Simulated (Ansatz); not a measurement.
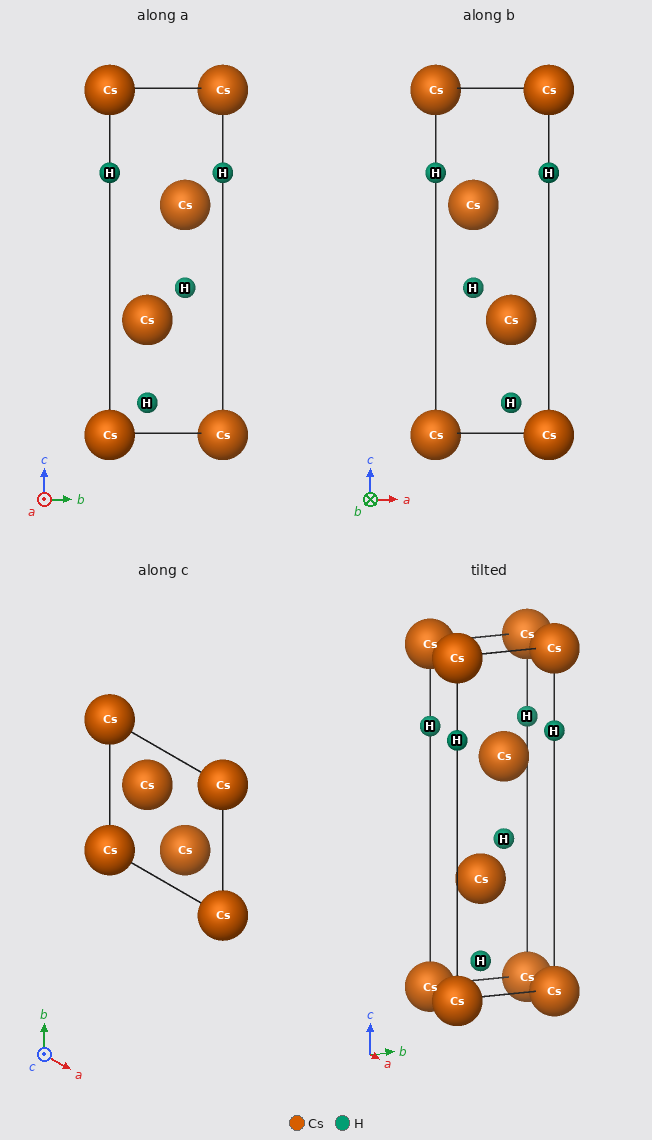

Spheres-only model, viewed along the a axis, along the b axis, along the c axis and slightly off an axis. The box is the conventional unit cell; atoms on or close to its faces, edges and corners are drawn wherever they repeat.

Lattice parameters: a = 4.758 Å, b = 4.758 Å, c = 12.558 Å, α = 90.00°, β = 90.00°, γ = 120.00°.

Question: Transcribe the picture into a table of Wyckoff sites, with free fractional coordinates to two decimals.

Answer: Space group R3m:H (No. 160).
```json
{"atom": "Cs", "site": "3a", "x": "0.6667", "y": "0.3333", "z": "0.33"}
{"atom": "H", "site": "3a", "x": "0.6667", "y": "0.3333", "z": "0.09"}
```

The cell started as a structure type filled with these elements by a generator (whether the compound takes this form wasn't checked). The cell was then strained or its atoms displaced on purpose. A calculation with Ansatz used it as input.
